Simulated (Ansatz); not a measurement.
SnO (slab)

```cif
data_structure
_symmetry_space_group_name_H-M 'P 1'
_symmetry_Int_Tables_number 1
_cell_length_a 3.8080
_cell_length_b 4.9341
_cell_length_c 22.6161
_cell_angle_alpha 90.000
_cell_angle_beta 90.000
_cell_angle_gamma 90.000
_cell_volume 424.94
loop_
_atom_site_label
_atom_site_type_symbol
_atom_site_fract_x
_atom_site_fract_y
_atom_site_fract_z
_atom_site_occupancy
Sn1 Sn 0.50000 0.76753 0.33162 1
O1 O 0.00000 0.00000 0.33162 1
Sn2 Sn 0.00000 0.23247 0.41581 1
O2 O 0.50000 0.00000 0.41581 1
Sn3 Sn 0.50000 0.76753 0.50000 1
O3 O 0.00000 0.00000 0.50000 1
Sn4 Sn 0.00000 0.23247 0.58419 1
O4 O 0.50000 0.00000 0.58419 1
Sn5 Sn 0.50000 0.76753 0.66838 1
O5 O 0.00000 0.00000 0.66838 1
```

Not relaxed (largest force 1.2 eV/Å).

All numbers below come from DFT r2SCAN, scalar-relativistic, plane waves, PAW in Ansatz 0.2.0.

Question: What can the converged valence pseudo-density and electron localisation function tell about the bonding?

Answer: Sn–O (2.22 Å): the density is about 0.46 e/Å³ at the midpoint; the ELF peaks at about 0.85 in the valence shell of O, 0.6 Å from its nucleus, and is about 0.20 at the midpoint (no localised pair shows between them).

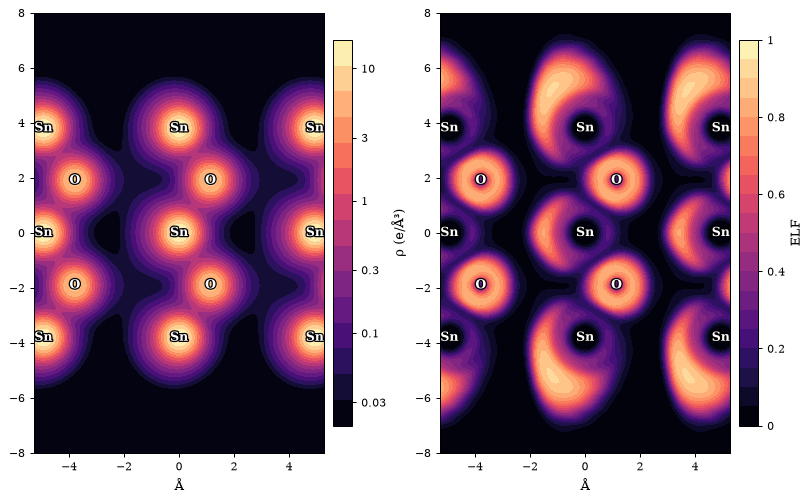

Computed valence pseudo-density and electron localisation function on the (100) plane of the calculation cell, a cut from vacuum to vacuum, in this order. 

In a PAW calculation such maps are meaningful between the atoms, not at the nuclei.
